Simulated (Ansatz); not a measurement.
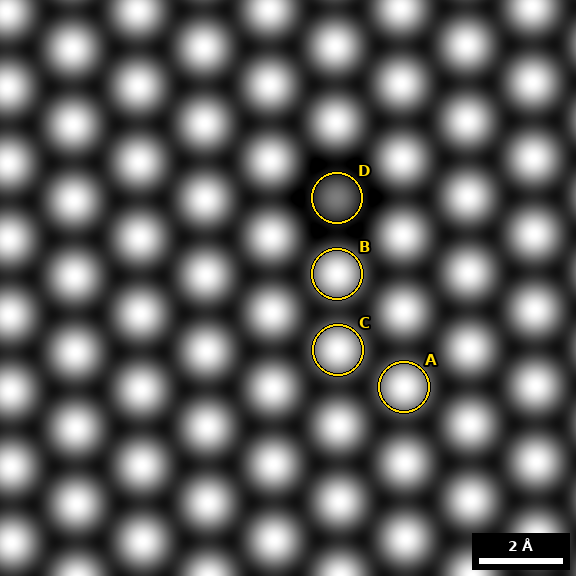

HAADF-like image of Hf (Fm-3m, No. 225) along [111]. The image is simulated as a sum over atoms of Z^1.7, blurred by a 1.04 Å probe (no channelling). The probe carries 15 % of its weight in a tail 2.5 times as wide. The display is stretched by a gamma of 0.8; percentages refer to the linear signal.

The sample is 2 repeats (15.7 Å) thick. One point defect was put into the perfect crystal, without relaxing the atoms around it. Brightness is counted from the darkest point of the image. Host structure: the input geometry of a calculation; the starting structure was generated, so it need not be a known form of this composition.

Which ringed column holds the defect, and does it scatter more or less than its equals?

D; it scatters less. The column holds 2 atoms (Hf) through the sample, and one Hf atom is missing, so its peak drops to about 40 % of that of its equals.
